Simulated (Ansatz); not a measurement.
# Geometry relaxation, with input and output: WSe3 (part 2 of 2)

Continued. System: WSe3 (Pm-3n, 8 atoms in the cell). Method: DFT r2SCAN, scalar-relativistic, plane waves, PAW, no spin polarisation (Ansatz 0.2.0); cutoff 500 eV, 8×8×8 k-mesh, Gaussian smearing of 0.1 eV. The structure was made by swapping elements on the sites of another compound; it need not be a known phase. It belongs to a series of runs on one base structure; here: A15 type (Pm-3n, No. 223).

Geometry of the input (Å; fractional positions):
```
5.2513  0.0000  0.0000
0.0000  5.2513  0.0000
0.0000  0.0000  5.2513
W  0.0000  0.0000  0.0000
W  0.5000  0.5000  0.5000
Se 0.0000  0.5000  0.2500
Se 0.0000  0.5000  0.7500
Se 0.2500  0.0000  0.5000
Se 0.7500  0.0000  0.5000
Se 0.5000  0.7500  0.0000
Se 0.5000  0.2500  0.0000
```

```
basis re-selected at this cell: Δ(F+E_penalty+E_count) = +3.061e-5 eV, ΔP = -0.000 GPa vs the last step (what re-selecting the basis moved, of the pressure what is left beyond the Pulay correction that the steps carried, after the strain that the cell walked since its last selection, with what the two solves' SCF thresholds leave and, on support functions, any second-order correction that the steps lacked; it is no measure of the basis error at this ecutwfc). This SCF's stress stands 3.20e-4 GPa from its target on what of the cell is left free (relax.cell.stress_tol is 5.00e-2 GPa) and its largest allowed force component is 2.23e-17 eV/Å (relax.f_tol is 1.00e-2 eV/Å): within both
SCF converged after 3 iterations
Free energy (F): -53657.335126 eV
Harris-Foulkes:  -53657.335126 eV  (|F-HF|=2.91e-11)
Internal energy: -53657.309473 eV  (E = F + TS)
E sigma→0 (E₀):  -53657.322300 eV
Entropy (-TS):   -0.025653 eV (-3.207 meV/atom)
Fermi energy:    15.499123 eV
--- Per-component energies (eV) ---
  E_band       = -2191.262965
  E_kinetic    = 1611.459153
  E_local      = -13195.503972  (includes V_loc(G=0)·N_el)
  E_nonlocal   = -3557.230642
  E_hartree    = 6538.676528
  E_xc         = -1084.828097
  E_vxc        = -1150.365604  (∫ρ·V_xc dr)
  E_paw        = -28741.049158  (= ΣΔE_a)
  E_vpaw       = 965.515767  (= ΣTr[D̂ρ^β])
  E_aug_tail   = -0.001301  (compensation charges beyond the density's cutoff)
  E_vtau       = 57.510672  (kinetic-family band-sum trace: ∫τ·v_τ [+ j·A + Jᵃ·Aᵃ] dr)
  E_ewald      = -15217.067465
  E_core_change = -11.764519  (= ΣΔE_core)
  E_smearing   = -0.025653  (= −TS)
  E_closure    = 0.000000  (closes the sum)
  Σ components = -53657.335126   (vs F -53657.335126, Δ=0.00e0)
--- Forces (eV/Å), atoms counted from 1 ---
  atom   1  W      0.00000000     0.00000000     0.00000000
  atom   2  W      0.00000000     0.00000000     0.00000000
  atom   3  Se    -0.00000000     0.00000000     0.00000000
  atom   4  Se    -0.00000000     0.00000000    -0.00000000
  atom   5  Se    -0.00000000    -0.00000000     0.00000000
  atom   6  Se     0.00000000     0.00000000    -0.00000000
  atom   7  Se     0.00000000     0.00000000     0.00000000
  atom   8  Se    -0.00000000    -0.00000000     0.00000000
  max |Σ_I F_I| component: 8.38e-18 eV/Å
--- Stress (GPa, compression-positive) ---
       -0.000320      -0.000000       0.000000
       -0.000000      -0.000320       0.000000
       -0.000000       0.000000      -0.000320
  P = ⅓ Tr σ = -0.0003 GPa (-0.003 kbar)
--- Band table (eV; the first three rows and the last of 35) ---
  k-point 0: bands = ["-61.6677", "-61.6676", "-34.4308", "-34.4296", "-34.4296", "-34.3761", "-34.3761", "-34.3761", "-34.3713", "-34.3713", "-34.3713", "-34.3671", "-34.3671", "-34.3671", "-34.3556", "-34.3556", "-34.3556", "-34.3551", "-34.3551", "-34.3551", "-34.2746", "-34.2735", "-34.2735", "-34.2721", "-34.2714", "-34.2714", "-34.2714", "-34.2713", "-34.2713", "-34.2713", "-34.2673", "-34.2673", "-25.2196", "-25.2196", "-25.2196", "-25.2153", "-25.2153", "-25.2153", "-2.4477", "-0.0330", "-0.0330", "2.5903", "2.5903", "2.5903", "7.3711", "7.3711", "7.8578", "8.7667", "8.7667", "8.7667", "10.2286", "10.2286", "10.2286", "12.4855", "12.4855", "12.4855", "12.7857", "12.7857", "12.7857", "15.4298", "15.4298", "16.1394", "16.1394", "16.8562", "17.1325", "17.5616", "17.5616", "17.5616", "17.9893", "17.9893", "17.9893", "19.1708", "19.1708", "19.1708", "20.2764"]
  k-point 1: bands = ["-61.6677", "-61.6676", "-34.4305", "-34.4296", "-34.4275", "-34.3759", "-34.3757", "-34.3757", "-34.3714", "-34.3709", "-34.3709", "-34.3694", "-34.3671", "-34.3671", "-34.3561", "-34.3561", "-34.3556", "-34.3552", "-34.3552", "-34.3551", "-34.2744", "-34.2735", "-34.2734", "-34.2721", "-34.2719", "-34.2719", "-34.2714", "-34.2714", "-34.2708", "-34.2708", "-34.2673", "-34.2673", "-25.2196", "-25.2194", "-25.2194", "-25.2155", "-25.2154", "-25.2154", "-2.3735", "-0.1411", "0.0340", "2.3956", "2.5889", "2.5889", "7.2688", "7.4018", "8.0957", "8.6028", "8.6028", "9.1913", "10.2927", "10.4614", "10.4614", "12.2095", "12.3637", "12.5083", "12.5083", "12.8699", "12.8699", "15.4287", "15.5608", "16.0382", "16.1474", "16.9091", "17.1796", "17.1796", "17.3857", "17.5585", "17.7676", "17.7676", "17.9654", "18.4973", "19.2872", "19.2872", "20.6737"]
  k-point 2: bands = ["-61.6677", "-61.6676", "-34.4303", "-34.4297", "-34.4208", "-34.3770", "-34.3749", "-34.3749", "-34.3746", "-34.3719", "-34.3698", "-34.3698", "-34.3671", "-34.3671", "-34.3580", "-34.3580", "-34.3555", "-34.3553", "-34.3553", "-34.3551", "-34.2739", "-34.2734", "-34.2733", "-34.2724", "-34.2724", "-34.2722", "-34.2716", "-34.2716", "-34.2703", "-34.2703", "-34.2675", "-34.2674", "-25.2194", "-25.2189", "-25.2189", "-25.2164", "-25.2159", "-25.2159", "-2.1557", "-0.4473", "0.2313", "1.9505", "2.5854", "2.5854", "7.0638", "7.4565", "8.3203", "8.3203", "8.9886", "9.9357", "10.4813", "10.8985", "10.8985", "11.2529", "12.0418", "12.5690", "12.5690", "13.1532", "13.1532", "15.2623", "15.4238", "15.8936", "16.1100", "16.3582", "16.3582", "16.7234", "17.2620", "17.3963", "17.3963", "17.5697", "17.8989", "18.5866", "19.3726", "19.3726", "21.0265"]
  k-point 34: bands = ["-61.6677", "-61.6677", "-34.3987", "-34.3987", "-34.3987", "-34.3987", "-34.3987", "-34.3987", "-34.3654", "-34.3654", "-34.3654", "-34.3654", "-34.3643", "-34.3643", "-34.3643", "-34.3643", "-34.3643", "-34.3643", "-34.3629", "-34.3629", "-34.2731", "-34.2731", "-34.2731", "-34.2731", "-34.2731", "-34.2731", "-34.2696", "-34.2696", "-34.2696", "-34.2696", "-34.2696", "-34.2696", "-25.2184", "-25.2184", "-25.2184", "-25.2184", "-25.2184", "-25.2184", "0.3630", "0.3630", "0.3630", "0.3630", "0.3630", "0.3630", "7.2017", "7.2017", "11.5682", "11.5682", "11.5682", "11.5682", "11.7022", "11.7022", "11.7022", "11.7022", "11.7022", "11.7022", "12.3722", "12.3722", "12.3722", "12.3722", "12.3722", "12.3722", "16.1009", "16.1009", "16.1009", "16.1009", "16.1009", "16.1009", "18.0740", "18.0740", "18.0740", "18.0740", "20.8840", "20.8840", "21.5929"]
--- Relaxed structure (3 steps of the walk, 2 accepted, 1 SCFs on fresh bases) ---
  F+E_penalty+E_count = -53657.33512635 eV   max|allowed force component| = 2.226e-17 eV/Å   (the final SCF, on the basis selected at the relaxed cell)
  cell:  # Å, volume = 144.6638 Å³
    - [5.249524391705691, 1.9259299443872356e-34, 0.0]
    - [2.5679065925163143e-34, 5.249524391705691, 0.0]
    - [0.0, 0.0, 5.249524391705691]
  atoms:
    - { symbol: W, position: [2.2062309332349633e-35, 4.861945603679322e-36, -4.584375965163559e-36] }
    - { symbol: W, position: [0.49999999999999994, 0.49999999999999994, 0.49999999999999994] }
    - { symbol: Se, position: [-2.989395160617071e-35, 0.49999999999999994, 0.24999999999999997] }
    - { symbol: Se, position: [-6.962520997092157e-35, 0.49999999999999994, 0.7499999999999999] }
    - { symbol: Se, position: [0.24999999999999997, 7.918196247121693e-36, 0.49999999999999994] }
    - { symbol: Se, position: [0.7499999999999999, -1.2505556832054202e-36, 0.49999999999999994] }
    - { symbol: Se, position: [0.49999999999999994, 0.7499999999999999, -3.820313304302966e-36] }
    - { symbol: Se, position: [0.49999999999999994, 0.24999999999999997, -6.876563947745339e-36] }
```

**Trajectory as extended XYZ (Å, eV, eV/Å), 4 frames, from step=1 to step=4**
```
8
Lattice="5.2513 0.0000 0.0000 0.0000 5.2513 0.0000 0.0000 0.0000 5.2513" Properties=species:S:1:pos:R:3:forces:R:3 step=1 energy=-53657.33507 pressure_GPa=-0.13
W     0.0000    0.0000    0.0000    0.0000   0.0000   0.0000
W     2.6257    2.6257    2.6257    0.0000   0.0000   0.0000
Se    0.0000    2.6257    1.3128    0.0000   0.0000   0.0000
Se    0.0000    2.6257    3.9385    0.0000   0.0000   0.0000
Se    1.3128    0.0000    2.6257    0.0000   0.0000   0.0000
Se    3.9385    0.0000    2.6257    0.0000   0.0000   0.0000
Se    2.6257    3.9385    0.0000    0.0000   0.0000   0.0000
Se    2.6257    1.3128    0.0000    0.0000   0.0000   0.0000
8
Lattice="5.2463 0.0000 0.0000 0.0000 5.2463 0.0000 0.0000 0.0000 5.2463" Properties=species:S:1:pos:R:3:forces:R:3 step=2 energy=-53657.33501 pressure_GPa=0.23 accepted=F
W     0.0000    0.0000    0.0000    0.0000   0.0000   0.0000
W     2.6231    2.6231    2.6231    0.0000   0.0000   0.0000
Se    0.0000    2.6231    1.3116    0.0000   0.0000   0.0000
Se    0.0000    2.6231    3.9347    0.0000   0.0000   0.0000
Se    1.3116    0.0000    2.6231    0.0000   0.0000   0.0000
Se    3.9347    0.0000    2.6231    0.0000   0.0000   0.0000
Se    2.6231    3.9347    0.0000    0.0000   0.0000   0.0000
Se    2.6231    1.3116    0.0000    0.0000   0.0000   0.0000
8
Lattice="5.2495 0.0000 0.0000 0.0000 5.2495 0.0000 0.0000 0.0000 5.2495" Properties=species:S:1:pos:R:3:forces:R:3 step=3 energy=-53657.33516 pressure_GPa=-0.00
W     0.0000    0.0000    0.0000    0.0000   0.0000   0.0000
W     2.6248    2.6248    2.6248    0.0000   0.0000   0.0000
Se    0.0000    2.6248    1.3124    0.0000   0.0000   0.0000
Se    0.0000    2.6248    3.9371    0.0000   0.0000   0.0000
Se    1.3124    0.0000    2.6248    0.0000   0.0000   0.0000
Se    3.9371    0.0000    2.6248    0.0000   0.0000   0.0000
Se    2.6248    3.9371    0.0000    0.0000   0.0000   0.0000
Se    2.6248    1.3124    0.0000    0.0000   0.0000   0.0000
8
Lattice="5.2495 0.0000 0.0000 0.0000 5.2495 0.0000 0.0000 0.0000 5.2495" Properties=species:S:1:pos:R:3:forces:R:3 step=4 energy=-53657.33513 pressure_GPa=-0.00
W     0.0000    0.0000    0.0000    0.0000   0.0000   0.0000
W     2.6248    2.6248    2.6248    0.0000   0.0000   0.0000
Se    0.0000    2.6248    1.3124    0.0000   0.0000   0.0000
Se    0.0000    2.6248    3.9371    0.0000   0.0000   0.0000
Se    1.3124    0.0000    2.6248    0.0000   0.0000   0.0000
Se    3.9371    0.0000    2.6248    0.0000   0.0000   0.0000
Se    2.6248    3.9371    0.0000    0.0000   0.0000   0.0000
Se    2.6248    1.3124    0.0000    0.0000   0.0000   0.0000
```

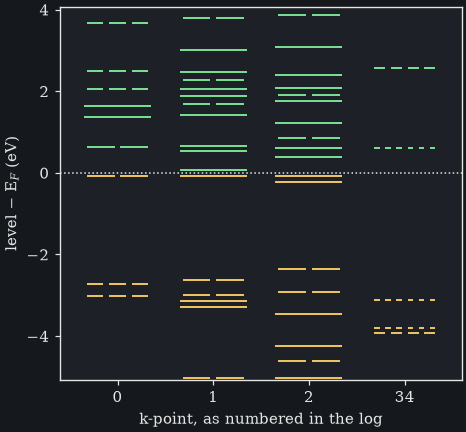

Kohn–Sham levels near the Fermi level (dotted) at the few k-points that the log prints; levels within 0.02 eV of each other stand side by side. The system is metallic on the full mesh.

**Key numbers**

- outcome: converged
- space group (tolerance 0.01 Å): Pm-3n (223)
- electrons treated: 124
- free energy: −53657.3351 eV
- Fermi energy: 15.499 eV
- gap on the k-point mesh: none (metallic)
- pressure: 0.00 GPa
- final volume: 144.66 Å³
- largest force (length of the vector) at the end: under 0.001 eV/Å
- final cell: a = 5.250 Å, b = 5.250 Å, c = 5.250 Å, α = 90.00°, β = 90.00°, γ = 90.00°
- wall time: 3.5 min
- peak memory: 0.85 GiB

**Remarks**

Spin–orbit coupling is left out, which matters for W.
